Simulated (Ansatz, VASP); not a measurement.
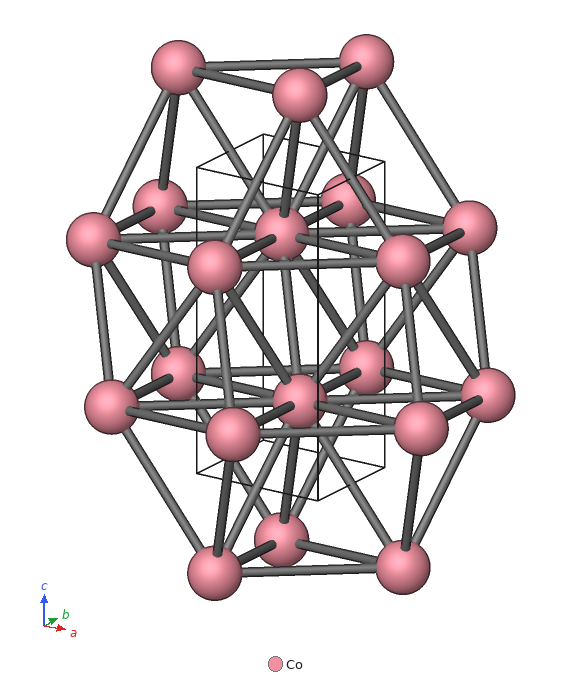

Co, space group P-3m1 (No. 164), a = 2.487 Å, b = 2.487 Å, c = 4.063 Å, α = 90.00°, β = 90.00°, γ = 120.00° (10.89 Å³/atom). The figure gives a ball-and-stick picture of the atoms, viewed slightly off an axis. The conventional unit cell is outlined; an atom on or near a face, edge or corner is repeated at each equivalent position. Neighbours across the faces are drawn wherever a bond reaches them. The cell is a structure listed in the Materials Project.

The cell was scaled uniformly, at fixed shape and fractional positions, in three programs or potential sets. Alike in all runs: functional PBE; k mesh 12 × 12 × 7 on the run's cell of 2 atoms; occupations fermi-dirac, width 0.05 eV; collinear spin, ferromagnetic start; no spin-orbit coupling.

Energies from Ansatz (Ansatz PAW soft_1):

```tsv
volume (Å³/atom)	E − E(lowest point) (meV/atom)
10.233	31.86
10.450	14.41
10.668	4.01
10.886	0.00
11.103	1.74
11.321	8.64
11.539	20.26
```

> Fit a third-order Birch-Murnaghan equation of state to these points.

V0 = 10.93 Å³/atom, B0 = 208 GPa and B0′ = 4.1. V0 lies 0.4 % above the volume of the cell as given.

The same fit in all programs:

| program | V0 (Å³/atom) | B0 (GPa) | B0′ |
| --- | --- | --- | --- |
| Ansatz (Ansatz PAW soft_1) | 10.93 | 208 | 4.1 |
| VASP (PBE potentials, release 64 Co) | ? | ? | ? |
| Ansatz LAPW (all-electron) | 10.92 | 209 | 4.2 |

> Estimate the row of VASP (PBE potentials, release 64 Co).

V0 = 10.89 Å³/atom, B0 = 205 GPa and B0′ = 4.2. The other rows span 10.92 to 10.93 Å³/atom and 208 to 209 GPa.

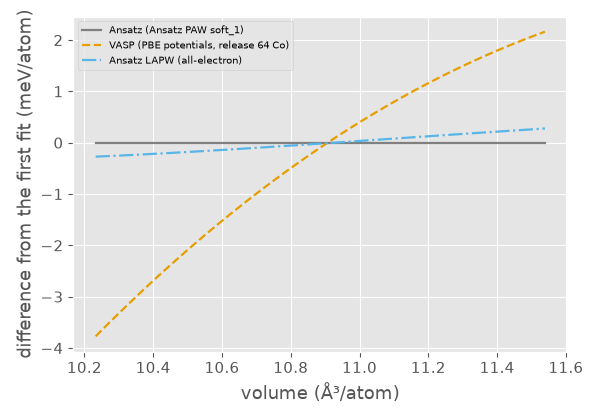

Each fitted curve, counted from its own minimum, less that of Ansatz (Ansatz PAW soft_1). With one functional throughout, the spread comes from potentials, basis sets and numerical settings; B0′ is uncertain by a few tenths over so narrow a range. Each run keeps the magnetic state that it reached from a ferromagnetic start.

Caveat: the cell was scaled at fixed shape and fractional positions, which overstates the stiffness of a crystal with free parameters, most of all of layers and chains.
